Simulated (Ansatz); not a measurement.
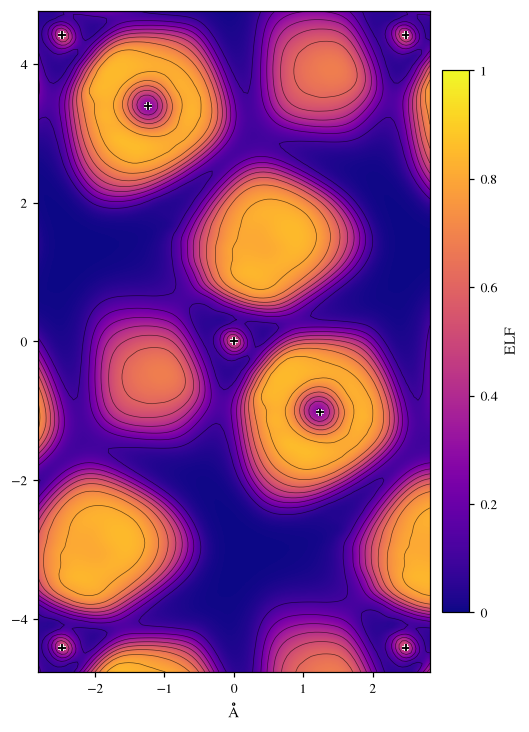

The electron localisation function on a plane through atoms (crosses mark nuclei in the plane).

Theory: DFT, r2SCAN, plane-wave PAW, default files, scalar-relativistic (Ansatz 0.2.0).

Candidates:
A. SiO2, a = 4.95 Å, b = 4.95 Å, c = 7.31 Å, α = 90.00°, β = 90.00°, γ = 90.00°. Space group I-42d; a structure from a database of computed crystals, not necessarily the ambient phase.
B. TiO2, a = 4.59 Å, b = 4.85 Å, c = 4.74 Å, α = 90.00°, β = 98.60°, γ = 90.00°. Space group P2₁/c; computed pressure about 22 GPa in this cell; computed without spin polarisation.
C. BN, a = 2.50 Å, b = 6.99 Å, c = 4.33 Å, α = 90.00°, β = 90.00°, γ = 90.00°. Space group Fmm2; a structure from a database of computed crystals, not necessarily the ambient phase.

**Which system is this?**

Candidate A: SiO2 on the (101̄) plane of the conventional cell, which holds Si and O. Si–O (1.61 Å): the ELF peaks at about 0.85 between the atoms (a shared but strongly polarised pair).
